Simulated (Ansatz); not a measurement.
# How much does Al in Cu(100), 2x2 scatter?, part 2 of 3

Wanted: the reflection from a plane of defects, Al in Cu(100), 2x2, and the resistivity it implies.

Ansatz 0.2.0; Ansatz plane-wave DFT, PBE, PAW files; ballistic transport by layer matching (Landauer), zero bias; PAW set soft_1 (the session's first sound run).

So far, resistivity per at.% scaled from this dense plane, with the factor 3/4 for isotropic scattering (µΩ cm): step 3 (resistance at ideal sites) 2.01.

### 4. Relaxing the neighbours

The neighbours of the defect are let go while the lead's layers stay on their sites, since a lead must repeat to 0.01 Å.

This step: Ansatz plane-wave DFT, PBE, PAW files; relaxation with the lead's layers held; PAW set soft_1 (Ansatz 0.2.0).

The input, input.yaml:

```yaml
crystal:
  lattice:
    - [5.1123254594, 0.0, 0.0]
    - [0.0, 5.1123254594, 0.0]
    - [0.0, 0.0, 25.30472]
  atoms:
    - { symbol: Cu, position: [0.0, 0.0, 0.0357142857] }
    - { symbol: Cu, position: [0.0, 0.5, 0.0357142857] }
    - { symbol: Cu, position: [0.5, 0.0, 0.0357142857] }
    - { symbol: Cu, position: [0.5, 0.5, 0.0357142857] }
    - { symbol: Cu, position: [0.25, 0.25, 0.1071428571] }
    - { symbol: Cu, position: [0.25, 0.75, 0.1071428571] }
    - { symbol: Cu, position: [0.75, 0.25, 0.1071428571] }
    - { symbol: Cu, position: [0.75, 0.75, 0.1071428571] }
    - { symbol: Cu, position: [0.0, 0.0, 0.1785714286] }
    - { symbol: Cu, position: [0.0, 0.5, 0.1785714286] }
    - { symbol: Cu, position: [0.5, 0.0, 0.1785714286] }
    - { symbol: Cu, position: [0.5, 0.5, 0.1785714286] }
    - { symbol: Cu, position: [0.25, 0.25, 0.25] }
    - { symbol: Cu, position: [0.25, 0.75, 0.25] }
    - { symbol: Cu, position: [0.75, 0.25, 0.25] }
    - { symbol: Cu, position: [0.75, 0.75, 0.25] }
    - { symbol: Cu, position: [0.0, 0.0, 0.3214285714] }
    - { symbol: Cu, position: [0.0, 0.5, 0.3214285714] }
    - { symbol: Cu, position: [0.5, 0.0, 0.3214285714] }
    - { symbol: Cu, position: [0.5, 0.5, 0.3214285714] }
    - { symbol: Cu, position: [0.25, 0.25, 0.3928571429] }
    - { symbol: Cu, position: [0.25, 0.75, 0.3928571429] }
    - { symbol: Cu, position: [0.75, 0.25, 0.3928571429] }
    - { symbol: Cu, position: [0.75, 0.75, 0.3928571429] }
    - { symbol: Cu, position: [0.0, 0.0, 0.4642857143] }
    - { symbol: Cu, position: [0.0, 0.5, 0.4642857143] }
    - { symbol: Cu, position: [0.5, 0.0, 0.4642857143] }
    - { symbol: Cu, position: [0.5, 0.5, 0.4642857143] }
    - { symbol: Al, position: [0.25, 0.25, 0.5357142857] }
    - { symbol: Cu, position: [0.25, 0.75, 0.5357142857] }
    - { symbol: Cu, position: [0.75, 0.25, 0.5357142857] }
    - { symbol: Cu, position: [0.75, 0.75, 0.5357142857] }
    - { symbol: Cu, position: [0.0, 0.0, 0.6071428571] }
    - { symbol: Cu, position: [0.0, 0.5, 0.6071428571] }
    - { symbol: Cu, position: [0.5, 0.0, 0.6071428571] }
    - { symbol: Cu, position: [0.5, 0.5, 0.6071428571] }
    - { symbol: Cu, position: [0.25, 0.25, 0.6785714286] }
    - { symbol: Cu, position: [0.25, 0.75, 0.6785714286] }
    - { symbol: Cu, position: [0.75, 0.25, 0.6785714286] }
    - { symbol: Cu, position: [0.75, 0.75, 0.6785714286] }
    - { symbol: Cu, position: [0.0, 0.0, 0.75] }
    - { symbol: Cu, position: [0.0, 0.5, 0.75] }
    - { symbol: Cu, position: [0.5, 0.0, 0.75] }
    - { symbol: Cu, position: [0.5, 0.5, 0.75] }
    - { symbol: Cu, position: [0.25, 0.25, 0.8214285714] }
    - { symbol: Cu, position: [0.25, 0.75, 0.8214285714] }
    - { symbol: Cu, position: [0.75, 0.25, 0.8214285714] }
    - { symbol: Cu, position: [0.75, 0.75, 0.8214285714] }
    - { symbol: Cu, position: [0.0, 0.0, 0.8928571429] }
    - { symbol: Cu, position: [0.0, 0.5, 0.8928571429] }
    - { symbol: Cu, position: [0.5, 0.0, 0.8928571429] }
    - { symbol: Cu, position: [0.5, 0.5, 0.8928571429] }
    - { symbol: Cu, position: [0.25, 0.25, 0.9642857143] }
    - { symbol: Cu, position: [0.25, 0.75, 0.9642857143] }
    - { symbol: Cu, position: [0.75, 0.25, 0.9642857143] }
    - { symbol: Cu, position: [0.75, 0.75, 0.9642857143] }
kpoints:
  mp_grid: { grid: [4, 4, 1] }
hamiltonian:
  xc: pbe
  pseudopotentials: { kind: paw, azcp: { folder: soft_1 } }
scf:
  occupations: { method: fermi_dirac, width: 0.1 }
relax:
  f_tol: 0.03
  max_steps: 40
  constraints:
    - { sites: [0, 1, 2, 3, 4, 5, 6, 7, 8, 9, 10, 11, 12, 13, 14, 15, 40, 41, 42, 43, 44, 45, 46, 47, 48, 49, 50, 51, 52, 53, 54, 55] }
```

Run with:

```console
> ansatz run input.yaml --threads 4 --pin off --max-ram 15360MiB --backend cpu --events-out ev --progress --plain --runs-dir out
```

Numbers of over 12 decimals in the logs are rounded to 6 here.

The program printed:

```text
Warning: crystal.symmetry: narrowed to the stabiliser of the relax constraints — unitary ops 16 → 8; lowered at sites 16, 17, 18, 19, 40, 41, 42, 43 (the operations that carried what is held of a site onto what its image site leaves free; the constrained walk keeps no symmetry that its constraints do not admit)
[...]
Crystal: 56 atoms, lattice volume = 661.361 Å³
Basis set: ecut = 420 eV, 12885 PW (Γ), exchange–correlation on 72×72×360 points (8 copies of the dense FFT grid, shifted against one another)
Bands: 629, of which v1, the nominal top of the filled ones, is band 524 counted from 1 (523 counted from 0)
Symmetry: 8 space group operations
k-points: 6 of 16
[...]
SCF iter   1: F=—  HF=-364979.290630 eV  |F-HF|=—  |Δ(HF+E_count)|=         —  Δρ=2.80e-1  dr2=6.83e2  ethr=3.10e-3  ⟨swp⟩=4.5  Hψ=11534  notcnv=0  defer=3
[...]
SCF iter  13: F=-364923.136935 eV  HF=-364923.136944 eV  |F-HF|=8.73e-6  |Δ(HF+E_count)|=   1.68e-6  Δρ=1.48e-5  dr2=7.77e-6  ethr=2.15e-9  ⟨swp⟩=2.5  Hψ=7810  notcnv=0
SCF 1 converged in 13 iterations: F = -364923.136935 eV  dr2 = 7.77e-6
[...]
relax step   1: F+E_penalty+E_count = -364923.13693522 eV  Δ(F+E_penalty+E_count) = +0.000e0 eV  max|allowed force component| = 9.325e-2 eV/Å  Δτ_max = 0.0000 Å  (13 SCF iters, dr2 threshold 2.25e-5 eV, accepted)
[...]
iter 1 solved again at ethr=3.23e-7 eV; its pass at ethr=3.10e-3 eV (dr2=3.39e-3 eV) is discarded
[...]
SCF iter   9: F=-364923.143745 eV  HF=-364923.143745 eV  |F-HF|=2.76e-8  |Δ(HF+E_count)|=   1.24e-8  Δρ=8.87e-7  dr2=2.91e-8  ethr=9.54e-12  ⟨swp⟩=2.0  Hψ=9996  notcnv=0
SCF 2 converged in 9 iterations: F = -364923.143745 eV  dr2 = 2.91e-8
relax step   2: F+E_penalty+E_count = -364923.14374465 eV  Δ(F+E_penalty+E_count) = -6.809e-3 eV  max|allowed force component| = 5.531e-2 eV/Å  Δτ_max = 0.0107 Å  (9 SCF iters, accepted)
SCF iter   1: F=—  HF=-364923.150326 eV  |F-HF|=—  |Δ(HF+E_count)|=         —  Δρ=1.49e-3  dr2=7.43e-3  ethr=7.21e-6  ⟨swp⟩=5.0  Hψ=8117  notcnv=0  defer=468
[...]
SCF iter  10: F=-364923.147561 eV  HF=-364923.147561 eV  |F-HF|=6.47e-8  |Δ(HF+E_count)|=   3.78e-9  Δρ=1.08e-6  dr2=6.34e-8  ethr=9.54e-12  ⟨swp⟩=3.0  Hψ=9640  notcnv=0
SCF 3 converged in 10 iterations: F = -364923.147561 eV  dr2 = 6.34e-8
relax step   3: F+E_penalty+E_count = -364923.14756051 eV  Δ(F+E_penalty+E_count) = -3.816e-3 eV  max|allowed force component| = 2.822e-3 eV/Å  Δτ_max = 0.0166 Å  (10 SCF iters, accepted)
SCF converged after 10 iterations
Free energy (F): -364923.147561 eV
[...]
Internal energy: -364922.368942 eV  (E = F + TS)
E sigma→0 (E₀):  -364922.758251 eV
Entropy (-TS):   -0.778619 eV (-13.904 meV/atom)
Fermi energy:    16.320530 eV
[...]
--- Forces (eV/Å), atoms counted from 1 ---
  atom   1  Cu     0.00059081     0.00059081    -0.00010185
  atom   2  Cu     0.00059081    -0.00059081    -0.00010185
  atom   3  Cu    -0.00059081     0.00059081    -0.00010185
  atom   4  Cu    -0.00059081    -0.00059081    -0.00010185
  atom   5  Cu    -0.00000000     0.00000000    -0.00484978
  atom   6  Cu     0.00000000     0.00000000     0.00388801
  atom   7  Cu     0.00000000     0.00000000     0.00388801
  atom   8  Cu    -0.00000000     0.00000000     0.00162203
  atom   9  Cu    -0.00027325    -0.00027325     0.00161568
  atom  10  Cu    -0.00027325     0.00027325     0.00161568
  atom  11  Cu     0.00027325    -0.00027325     0.00161568
  atom  12  Cu     0.00027325     0.00027325     0.00161568
  atom  13  Cu     0.00000000     0.00000000    -0.04514799
  atom  14  Cu     0.00000000     0.00000000    -0.02675990
  atom  15  Cu    -0.00000000     0.00000000    -0.02675990
  atom  16  Cu     0.00000000     0.00000000    -0.04728139
  atom  17  Cu    -0.00012468    -0.00012468    -0.00004950
  atom  18  Cu    -0.00012468     0.00012468    -0.00004950
  atom  19  Cu     0.00012468    -0.00012468    -0.00004950
  atom  20  Cu     0.00012468     0.00012468    -0.00004950
  atom  21  Cu     0.00000000     0.00000000    -0.00248424
  atom  22  Cu    -0.00000000     0.00000000     0.00264020
  atom  23  Cu     0.00000000     0.00000000     0.00264020
  atom  24  Cu    -0.00000000     0.00000000    -0.00218617
  atom  25  Cu     0.00030468     0.00030468     0.00014385
  atom  26  Cu     0.00030468    -0.00030468     0.00014385
  atom  27  Cu    -0.00030468     0.00030468     0.00014385
  atom  28  Cu    -0.00030468    -0.00030468     0.00014385
  atom  29  Al     0.00000000     0.00000000    -0.00009280
  atom  30  Cu     0.00000000     0.00000000     0.00006517
  atom  31  Cu     0.00000000     0.00000000     0.00006517
  atom  32  Cu    -0.00000000     0.00000000     0.00011968
  atom  33  Cu     0.00030470     0.00030470    -0.00004662
  atom  34  Cu     0.00030470    -0.00030470    -0.00004662
  atom  35  Cu    -0.00030470     0.00030470    -0.00004662
  atom  36  Cu    -0.00030470    -0.00030470    -0.00004662
  atom  37  Cu    -0.00000000     0.00000000     0.00238532
  atom  38  Cu    -0.00000000     0.00000000    -0.00282232
  atom  39  Cu     0.00000000     0.00000000    -0.00282232
  atom  40  Cu     0.00000000     0.00000000     0.00194031
[...]
atom  45  Cu     0.00000000     0.00000000     0.00506429
  atom  46  Cu     0.00000000     0.00000000    -0.01286204
  atom  47  Cu    -0.00000000     0.00000000    -0.01286204
  atom  48  Cu    -0.00000000     0.00000000     0.00789490
  atom  49  Cu    -0.00025415    -0.00025415    -0.00337672
  atom  50  Cu    -0.00025415     0.00025415    -0.00337672
  atom  51  Cu     0.00025415    -0.00025415    -0.00337672
  atom  52  Cu     0.00025415     0.00025415    -0.00337672
  atom  53  Cu    -0.00000000     0.00000000     0.00484165
  atom  54  Cu     0.00000000     0.00000000    -0.00382020
  atom  55  Cu     0.00000000     0.00000000    -0.00382020
  atom  56  Cu    -0.00000000     0.00000000    -0.00158668
  max |Σ_I F_I| component: 1.79e-5 eV/Å
--- Relaxed structure (3 steps of the walk, 3 accepted, 0 SCFs on fresh bases) ---
  F+E_penalty+E_count = -364923.14756051 eV   max|allowed force component| = 2.822e-3 eV/Å
  atoms:
    - { symbol: Cu, position: [0.0, 0.0, 0.035714] }
    - { symbol: Cu, position: [0.0, 0.500000, 0.035714] }
    - { symbol: Cu, position: [0.500000, 0.0, 0.035714] }
    - { symbol: Cu, position: [0.500000, 0.500000, 0.035714] }
    - { symbol: Cu, position: [0.250000, 0.250000, 0.107143] }
    - { symbol: Cu, position: [0.250000, 0.750000, 0.107143] }
    - { symbol: Cu, position: [0.750000, 0.250000, 0.107143] }
    - { symbol: Cu, position: [0.750000, 0.750000, 0.107143] }
    - { symbol: Cu, position: [0.0, 0.0, 0.178571] }
    - { symbol: Cu, position: [0.0, 0.500000, 0.178571] }
    - { symbol: Cu, position: [0.500000, 0.0, 0.178571] }
    - { symbol: Cu, position: [0.500000, 0.500000, 0.178571] }
    - { symbol: Cu, position: [0.250000, 0.250000, 0.250000] }
    - { symbol: Cu, position: [0.250000, 0.750000, 0.250000] }
    - { symbol: Cu, position: [0.750000, 0.250000, 0.250000] }
    - { symbol: Cu, position: [0.750000, 0.750000, 0.250000] }
    - { symbol: Cu, position: [1.5575207936921793e-5, 1.5575207936921793e-5, 0.321004] }
    - { symbol: Cu, position: [1.5575207936921793e-5, 0.499984, 0.321004] }
    - { symbol: Cu, position: [0.499984, 1.5575207936921793e-5, 0.321004] }
    - { symbol: Cu, position: [0.499984, 0.499984, 0.321004] }
    - { symbol: Cu, position: [0.250000, 0.250000, 0.391781] }
    - { symbol: Cu, position: [0.250000, 0.750000, 0.392161] }
    - { symbol: Cu, position: [0.750000, 0.250000, 0.392161] }
    - { symbol: Cu, position: [0.750000, 0.750000, 0.391849] }
    - { symbol: Cu, position: [-0.000312973, -0.000312973, 0.463292] }
    - { symbol: Cu, position: [-0.000312973, 0.500313, 0.463292] }
    - { symbol: Cu, position: [0.500313, -0.000312973, 0.463292] }
    - { symbol: Cu, position: [0.500313, 0.500313, 0.463292] }
    - { symbol: Al, position: [0.250000, 0.250000, 0.535508] }
    - { symbol: Cu, position: [0.250000, 0.750000, 0.535509] }
    - { symbol: Cu, position: [0.750000, 0.250000, 0.535509] }
    - { symbol: Cu, position: [0.750000, 0.750000, 0.535509] }
    - { symbol: Cu, position: [-0.000310053, -0.000310053, 0.607725] }
    - { symbol: Cu, position: [-0.000310053, 0.500310, 0.607725] }
    - { symbol: Cu, position: [0.500310, -0.000310053, 0.607725] }
    - { symbol: Cu, position: [0.500310, 0.500310, 0.607725] }
    - { symbol: Cu, position: [0.250000, 0.250000, 0.679244] }
    - { symbol: Cu, position: [0.250000, 0.750000, 0.678860] }
    - { symbol: Cu, position: [0.750000, 0.250000, 0.678860] }
    - { symbol: Cu, position: [0.750000, 0.750000, 0.679169] }
    - { symbol: Cu, position: [0.0, 0.0, 0.750000] }
[...]
- { symbol: Cu, position: [0.250000, 0.250000, 0.821429] }
    - { symbol: Cu, position: [0.250000, 0.750000, 0.821429] }
    - { symbol: Cu, position: [0.750000, 0.250000, 0.821429] }
    - { symbol: Cu, position: [0.750000, 0.750000, 0.821429] }
    - { symbol: Cu, position: [0.0, 0.0, 0.892857] }
    - { symbol: Cu, position: [0.0, 0.500000, 0.892857] }
    - { symbol: Cu, position: [0.500000, 0.0, 0.892857] }
    - { symbol: Cu, position: [0.500000, 0.500000, 0.892857] }
    - { symbol: Cu, position: [0.250000, 0.250000, 0.964286] }
    - { symbol: Cu, position: [0.250000, 0.750000, 0.964286] }
    - { symbol: Cu, position: [0.750000, 0.250000, 0.964286] }
    - { symbol: Cu, position: [0.750000, 0.750000, 0.964286] }
```

Wall time 7.1 min (4 threads of Arm Neoverse V1, shared host); peak memory 6.6 GiB; 28 min of CPU time.

Relaxation path:

```tsv
step	energy less that of the first step (eV)	largest force component (eV/Å)
1	0.0000	0.0932
2	-0.0068	0.0553
3	-0.0106	0.0028
```

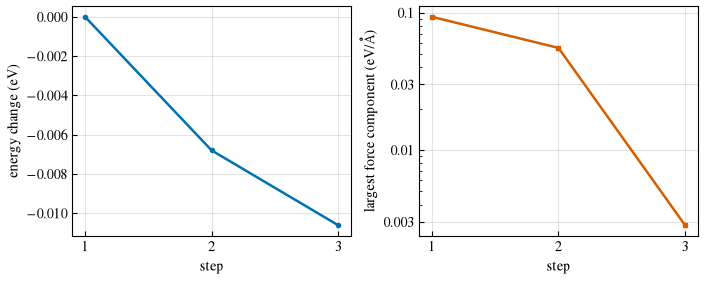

Energy and largest force along the relaxation.

The atoms that moved most (Å):

```tsv
atom	dx	dy	dz	length
Cu21	0.000	0.000	-0.027	0.027
Cu24	0.000	0.000	-0.026	0.026
Cu25	-0.002	-0.002	-0.025	0.025
Cu26	-0.002	0.002	-0.025	0.025
Cu27	0.002	-0.002	-0.025	0.025
Cu28	0.002	0.002	-0.025	0.025
Cu22	0.000	0.000	-0.018	0.018
Cu23	0.000	0.000	-0.018	0.018
```

This step gave:

| Quantity | Value |
| --- | --- |
| free energy | -364923.1476 eV |
| energy at zero smearing | -364922.7583 eV |

The largest force component on a free atom ends at 0.0028 eV/Å, under the tolerance of 0.03, after 3 steps.

(Part 2 of 3 ends here.)

[Logs are printed without paths, hosts, clocks, repeated set-up lines and the standing remarks that a program may print on its own settings, such as how far it seeks lower states.]

[Hosts, paths, dates, database ids (printed as entryN), source tags and the programs' standing remarks are cut or masked in the printed files.]
